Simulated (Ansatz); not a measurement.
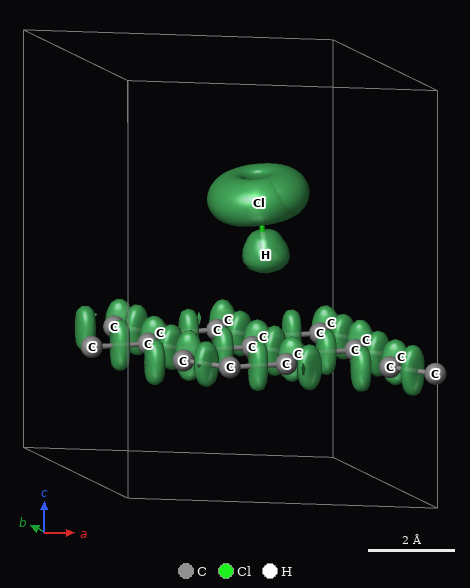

Figure 1: HC$_{18}$Cl (slab). Isosurface of the ELF at 0.85 (green), seen slightly off an axis. Core shells and regions of very low density are left out. Sticks mark near contacts.

Level of theory: DFT PBE-D3(BJ), scalar-relativistic, plane waves, PAW (Ansatz 0.2.0).

```
C Cl H
1.0
     7.39800    0.00000    0.00000
    -3.69900    6.40686    0.00000
     0.00000    0.00000   11.00000
C Cl H
18 1 1
Direct
  0.99248 0.99527 0.08670
  0.21589 0.10694 0.08644
  0.99443 0.32850 0.08668
  0.21392 0.43834 0.08658
  0.99249 0.65997 0.08670
  0.21602 0.77175 0.08675
  0.32771 0.99513 0.08651
  0.54728 0.10475 0.08641
  0.32546 0.32647 0.08626
  0.54926 0.43847 0.08637
  0.32578 0.66198 0.08671
  0.54931 0.77378 0.08667
  0.65913 0.99324 0.08666
  0.88269 0.10506 0.08672
  0.65926 0.32846 0.08639
  0.88285 0.44039 0.08660
  0.66121 0.66217 0.08654
  0.88072 0.77175 0.08667
  0.54036 0.34381 0.40925
  0.57160 0.37413 0.29330
```

> What do the ELF domains correspond to?

The surface consists of 27 regions between bonded C–C atoms (shared pairs), one region around a hydrogen nucleus and one ring or bowl of non-bonding electrons around Cl, counted in one cell of 20 atoms. Counts are for one cell; the picture repeats the cell along the surface. Profiles from the grid: Cl–H (1.30 Å): the ELF climbs to about 1 towards the hydrogen, as it does in any bond to H: an ordinary covalent bond to hydrogen. C–C (1.41 Å): the ELF peaks at about 0.95 between the atoms (a covalent bond).
